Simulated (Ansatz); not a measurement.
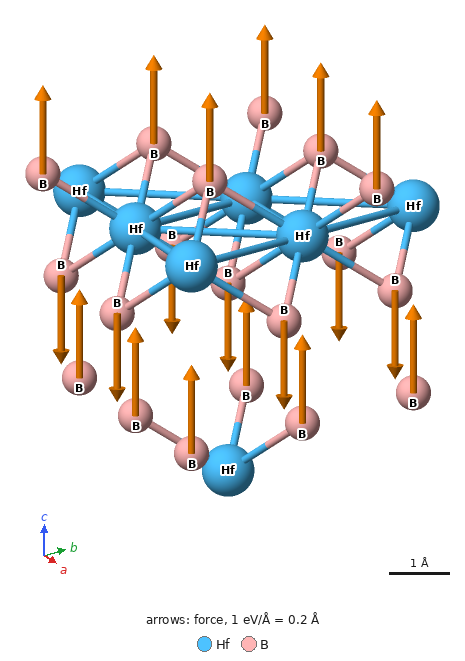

Starting geometry of solid HfB2 (built on the cadmium chloride_166 type) (coarse preliminary run) with the computed forces as orange arrows. The picture is a ball-and-stick view of the atoms within 4.2 Å of the atom that moves most (axes of the conventional cell (3 times the calculation's cell)), seen slightly off an axis. Lengths and directions refer to the drawn axes.

Case: cadmium chloride type (R-3m, No. 166).

Theory: DFT PBE, scalar-relativistic, plane waves, PAW (Ansatz).

Input
```yaml
crystal:
  lattice:
    - [1.4223411446, 0.8211890427, 4.2958341099]
    - [-1.4223411446, 0.8211890427, 4.2958341099]
    - [0.0, -1.6423780854, 4.2958341099]
  atoms:
    - { symbol: Hf, position: [0.0, 0.0, 0.0] }
    - { symbol: B, position: [0.75, 0.75, 0.75] }
    - { symbol: B, position: [0.25, 0.25, 0.25] }
basis:
  ecutwfc: 420
kpoints:
  mp_grid: { grid: [9, 9, 9] }
hamiltonian:
  xc: pbe
scf:
  occupations: { method: gaussian, width: 0.1 }
  lower_state_search: "off"
output:
  forces: true
  stress: true
  eigenvalues: true
relax:
  adjacent_minimum: "off"
  f_tol: 0.04
  max_steps: 70
  cell: { stress_tol: 0.4 }
```

Launched with:
```bash
ansatz run input.yaml --threads 1 --pin off --max-ram 2560MiB --backend cpu --events-out ev --progress --plain --runs-dir out
```

Q: What follows when this structure is relaxed?

A: It isn't relaxed: the largest force vector, on B atoms, is 7.64 eV/Å. The atoms end up moving mostly along the starting forces (cosine between the two patterns 1.00). The largest moves relative to the cell, 0.76 Å, are those of B2 and B3. B3 goes along −c. Hf stays in place. The drawn cell changes as follows: a = b 2.845 → 3.132 Å (+10.1 %), c 12.888 → 12.443 Å (−3.4 %); the volume changes by +17.0 %. Some distances before and after: Hf1–B2 3.222 → 2.352 Å, B2–B3 2.704 → 1.892 Å, Hf1–B2 (another image) 1.962 → 2.549 Å, Hf1–Hf1 2.845 → 3.132 Å. New bonds form: B2–B3 (2.70 → 1.89 Å), Hf1–B2 (3.22 → 2.35 Å), Hf1–B3 (3.22 → 2.35 Å). Bond angles that change, for instance: Hf1–B3–Hf1 92.9° → 75.8°. The space group stays R-3m (No. 166). The energy falls by 9.789 eV per cell of the calculation in 8 accepted moves (10 points after the start). The largest force component goes from 7.6 to 0.0026 eV/Å. Pressure: 113.00 GPa at the start and −0.01 GPa at the end. The SCF was repeated twice at an unchanged geometry on a basis and grid sized afresh for the cell, which shifted the energy by 13.9 meV per cell of the calculation at most.
